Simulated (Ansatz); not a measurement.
# Phonon calculation, with input and output: SiC

System: SiC (Pm-3m, 2 atoms in the cell).
Method: DFT PBEsol, scalar-relativistic, plane waves, PAW, no spin polarisation (Ansatz 0.2.0).

It belongs to a series of runs on one base structure; here: zone-centre phonons and field response at this volume.

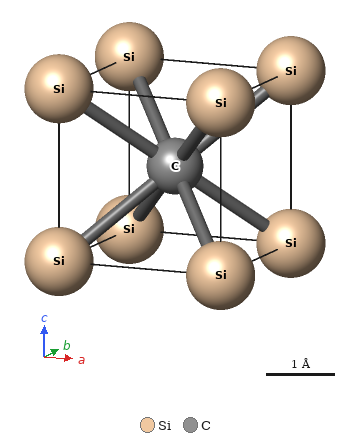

Fig. 1: The input geometry (ball-and-stick view of the cell of the calculation, seen slightly off an axis).

**Input**
```yaml
crystal:
  lattice:
    - [2.5954, 0.0, 0.0]
    - [0.0, 2.5954, 0.0]
    - [0.0, 0.0, 2.5954]
  atoms:
    - { symbol: Si, position: [0.0, 0.0, 0.0] }
    - { symbol: C, position: [0.5, 0.5, 0.5] }
basis:
  ecutwfc: 420
kpoints:
  mp_grid: { grid: [16, 16, 16] }
hamiltonian:
  xc: pbesol
scf:
  occupations: { method: fermi_dirac, width: 0.15 }
output:
  eigenvalues: true
phonons:
  method: dfpt
  eigenvectors: true
```

Run on 1 thread of Intel Xeon (Granite Rapids), 64 GiB of memory available, shared host.

Launch command:
```bash
ansatz run input.yaml --threads 1 --pin off --max-ram 1228MiB --backend cpu --events-out ev --progress --plain --runs-dir out
```

**What the program printed**
```
Engine: ansatz 0.2.0, x86_64-unknown-linux-gnu
Pseudopotentials: kind: paw
Pseudopotential: Si, paw, valence charge 4, recommended cutoff 420 eV (normal), Si.paw.azcp
Pseudopotential: C, paw, valence charge 4, recommended cutoff 420 eV (normal), C.paw.azcp
Functional definition: PBEsol
  exchange = pbesol_x
  correlation = pbesol_c
Crystal: 2 atoms, lattice volume = 17.483 Å³
Basis set: ecut = 420 eV, 341 PW (Γ), exchange–correlation on 36×36×36 points (8 copies of the dense FFT grid, shifted against one another)
Bands: 8, of which v1, the nominal top of the filled ones, is band 4 counted from 1 (3 counted from 0)
Symmetry: 48 space group operations
k-points: 405 of 4096 (irreducible under 8 space group operations, time reversal used)
Non-local potential: Si, projectors of the file, l = 0: 2, l = 1: 2, l = 2: 2
Non-local potential: C, projectors of the file, l = 0: 2, l = 1: 2, l = 2: 1
PAW form: soft (Blöchl's): semilocal exchange-correlation on the pseudo side does not see the compensation charge
PAW frozen core: Si, regenerated for the run's functional, and the local potential with it (the file was generated under x = pbe(κ = 0.804, μ = 0.2195149727645171), c = pbe(β = 0.06672455060314922))
PAW frozen core: C, regenerated for the run's functional, and the local potential with it (the file was generated under x = pbe(κ = 0.804, μ = 0.2195149727645171), c = pbe(β = 0.06672455060314922))
PAW one-centre angular grid: Si, 110 points (default); XC on 64 Gauss nodes
PAW one-centre angular grid: C, 110 points (default); XC on 64 Gauss nodes
Initial density: superposition of atomic densities (neutral atoms: chi_scale 0, normalization atom), corrected by the library's trained network
Initial wavefunctions: pseudopotential atomic-orbital guess
Functional: x = pbesol(κ = 0.804, μ = 0.12345679012345678), c = pbesol(β = 0.046)
SCF iter   1: F=—  HF=-864.766574 eV  |F-HF|=—  |Δ(HF+E_count)|=         —  Δρ=2.23e-2  dr2=1.10e-1  ethr=1.77e-3  ⟨swp⟩=5.2  Hψ=53216  notcnv=0  defer=21
automatic band count: the SCF goes on with 12 bands, as 8 were too few: the levels above may hold too much charge
preconditioner: auto → none  [metal: Δε(μ)=0.053 eV  Ē_g=18.192 eV  σ=0.150 eV  W_gap=0.09  n_scr=0 (ndim 8)  ℏωp=25.1 eV  f_vac=0.000  D(μ)=0.81/eV (n_scr^D=6)]
SCF iter   2: F=—  HF=-864.742046 eV  |F-HF|=—  |Δ(HF+E_count)|=   2.45e-2  Δρ=1.03e-2  dr2=2.33e-2  ethr=1.37e-3  ⟨swp⟩=1.0  Hψ=8100  notcnv=0  defer=39
SCF iter   3: F=—  HF=-864.735805 eV  |F-HF|=—  |Δ(HF+E_count)|=   6.24e-3  Δρ=6.13e-4  dr2=1.60e-5  ethr=2.91e-4  ⟨swp⟩=1.3  Hψ=4443  notcnv=0  defer=39
SCF iter   4: F=—  HF=-864.735808 eV  |F-HF|=—  |Δ(HF+E_count)|=   3.32e-6  Δρ=8.64e-5  dr2=1.27e-6  ethr=2.00e-7  ⟨swp⟩=2.1  Hψ=5739  notcnv=0  defer=39
SCF iter   5: F=—  HF=-864.735807 eV  |F-HF|=—  |Δ(HF+E_count)|=   5.52e-7  Δρ=7.47e-6  dr2=4.11e-9  ethr=1.59e-8  ⟨swp⟩=1.5  Hψ=4670  notcnv=0  defer=43
SCF iter   6: F=—  HF=-864.735807 eV  |F-HF|=—  |Δ(HF+E_count)|=  4.26e-10  Δρ=4.14e-7  dr2=1.07e-11  ethr=5.14e-11  ⟨swp⟩=2.3  Hψ=5793  notcnv=0  defer=43
SCF iter   7: F=-864.735807 eV  HF=-864.735807 eV  |F-HF|=4.55e-13  |Δ(HF+E_count)|=  1.14e-13  Δρ=8.06e-9  dr2=5.59e-15  ethr=1.00e-12  ⟨swp⟩=8.1  Hψ=18745  notcnv=0
SCF 1 converged in 7 iterations: F = -864.735807 eV  dr2 = 5.59e-15
  greatest PAW one-centre occupation: 0.701 electrons in one spin orbital (limit 2), on the C atom at site 1 (counted from 0), in its partial waves of l = 0
```

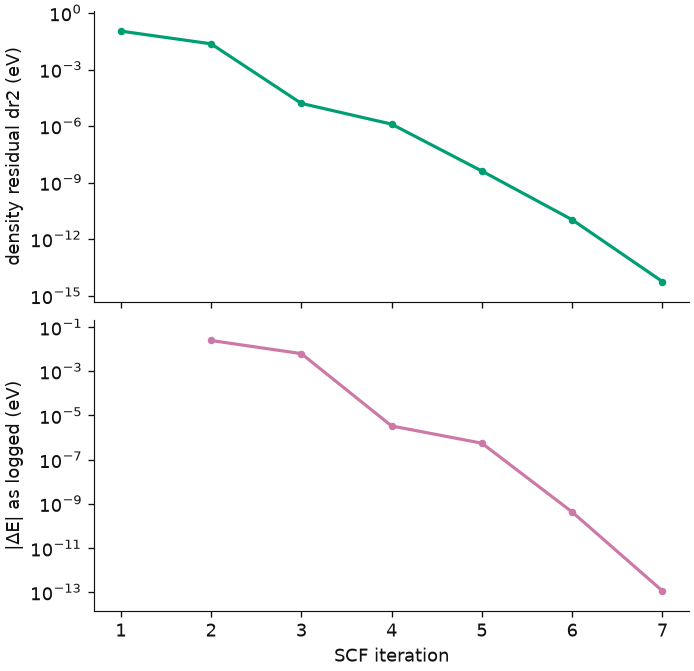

Fig. 2: Convergence of the self-consistent field: density residual dr2 and size of the energy change against the SCF iteration. The residual falls at every step.

```
DFPT response loops at Γ: preconditioner auto → Kerker (q_TF=auto, 2.395 Å⁻¹) (partly filled bands, converged f_vac=0.000); β = 1.00, the filter's whole step (`scf.mixing.beta` (0.50) is not read by the response loops under this deck's `scf.mixing.preconditioner`; to damp them name `kerker` or `kerker_dos`, under which they read `scf.mixing.beta`, and type it under 1.00, their step now; both keys bind the ground state too); Broyden in place of MSR1
SCF converged after 7 iterations
Free energy (F): -864.735807 eV
Harris-Foulkes:  -864.735807 eV  (|F-HF|=4.55e-13)
Internal energy: -864.675027 eV  (E = F + TS)
E sigma→0 (E₀):  -864.705417 eV
Entropy (-TS):   -0.060780 eV (-30.390 meV/atom)
Fermi energy:    13.541030 eV
--- Per-component energies (eV) ---
  E_band       = 53.071904
  E_kinetic    = 130.717623
  E_local      = -41.104396  (includes V_loc(G=0)·N_el)
  E_nonlocal   = 52.041802
  E_hartree    = 13.966014
  E_xc         = -104.638093
  E_vxc        = -109.147661  (∫ρ·V_xc dr)
  E_paw        = -592.654957  (= ΣΔE_a)
  E_vpaw       = -7.367504  (= ΣTr[D̂ρ^β])
  E_aug_tail   = 0.000011  (compensation charges beyond the density's cutoff)
  E_ewald      = -323.055692
  E_core_change = 0.052661  (= ΣΔE_core)
  E_smearing   = -0.060780  (= −TS)
  E_closure    = 0.000000  (closes the sum)
  Σ components = -864.735807   (vs F -864.735807, Δ=0.00e0)
--- Band table (eV; the first three rows and the last of 405) ---
  k-point 0: bands = ["-4.5953", "12.3490", "12.3490", "12.3490", "15.7254", "18.3212", "18.3212", "26.9824", "26.9824", "26.9824", "34.0294", "34.0294"]
  k-point 1: bands = ["-4.5173", "11.5522", "12.4055", "12.4055", "16.0058", "18.3996", "18.9159", "26.7677", "26.7677", "26.9106", "33.8967", "33.8967"]
  k-point 2: bands = ["-4.2835", "9.9492", "12.5724", "12.5724", "16.3850", "18.6338", "20.2969", "26.1584", "26.1584", "26.8040", "33.6392", "33.6392"]
  k-point 404: bands = ["6.6542", "8.8077", "8.8077", "8.8077", "11.8586", "11.8586", "11.8586", "14.7497", "33.7297", "33.7297", "33.7297", "42.4446"]
--- Phonons (Γ-DFPT): 2 representative perturbations + reference, on 405 of 4096 k-points (Σ response iterations 5) ---
  k mesh reduced under 8 symmetry operations, with k and −k counted as one. Each operation leaves every solved perturbation unchanged. A smaller set is not used because it would not reduce the number of displacements times k-points to solve
  ASR residual: 1.548e-4 → 0.000e0 eV/Å²; symmetrization residual: 4.122e-8 eV/Å²
  ASR residual per site (eV/Å²): 5.17e-7 1.55e-4
  Γ frequencies (cm⁻¹): -321.49 -321.49 -321.49 0.00 0.00 0.00
  non-analytic LO–TO correction: not included (Born effective charges unavailable; polar crystals: no LO–TO splitting at Γ)
```

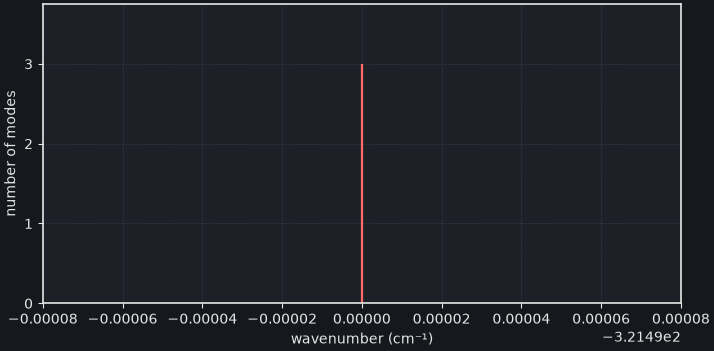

Fig. 3: Optical phonons at the zone centre (no LO–TO term); neighbouring modes closer than 3 cm⁻¹ are counted in one stick, and imaginary ones are drawn at negative wavenumbers. 3 modes from 321i to 321i cm⁻¹, 3 imaginary beyond 8i (321i, 321i, 321i cm⁻¹): the structure is unstable at the zone centre.

**Summary**

```csv
quantity,value
outcome,converged
space group (tolerance 0.01 Å),Pm-3m (221)
electrons treated,8
free energy,−864.7358 eV
Fermi energy,13.541 eV
gap on the k-point mesh,none (metallic)
wall time,8.7 s
peak memory,0.56 GiB
```

**Notes**

Results for this metal are sensitive to the k-point mesh.
